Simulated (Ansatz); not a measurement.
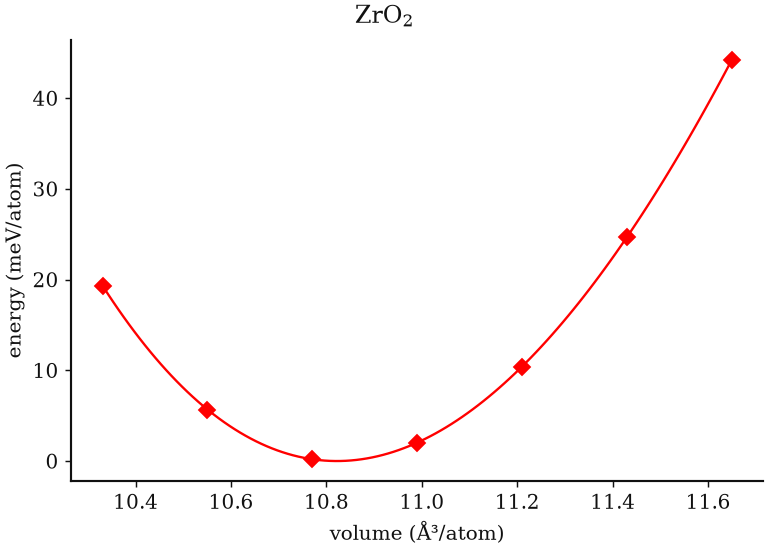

The figure shows the energy against volume for ZrO₂, space group Fm-3m (No. 225).

Structure:
```yaml
crystal:
  lattice:
    - [0.00000, 2.54507, 2.54507]
    - [2.54507, 0.00000, 2.54507]
    - [2.54507, 2.54507, 0.00000]
  atoms:
    - { symbol: Zr, position: [0.00000, 0.00000, 0.00000] }
    - { symbol: O, position: [0.75000, 0.75000, 0.75000] }
    - { symbol: O, position: [0.25000, 0.25000, 0.25000] }
```

Calculation (Ansatz 0.2.0): plane-wave DFT, no spin polarisation; energies at scaled volumes of the given cell, shape and fractions fixed, counted from the fit's minimum, third-order Birch-Murnaghan fit. Level: PBEsol.

- k mesh: 9×9×9
- occupations: Fermi–Dirac
- smearing width: 0.05 eV
- potentials: Ansatz PAW
- wave cutoff: 420 eV
- density cutoff: 1680 eV

From this curve and the settings, what does the calculation give for the pressure at the same points?

The pressure falls from 13.06 GPa at volume 10.33 Å³/atom to −16.07 GPa at 11.65 Å³/atom, and changes sign near 10.82 Å³/atom.

```
volume (Å³/atom)  pressure (GPa)
           10.33           13.06
           10.55            6.83
           10.77            1.23
           10.99           -3.80
           11.21           -8.33
           11.43          -12.40
           11.65          -16.07
```
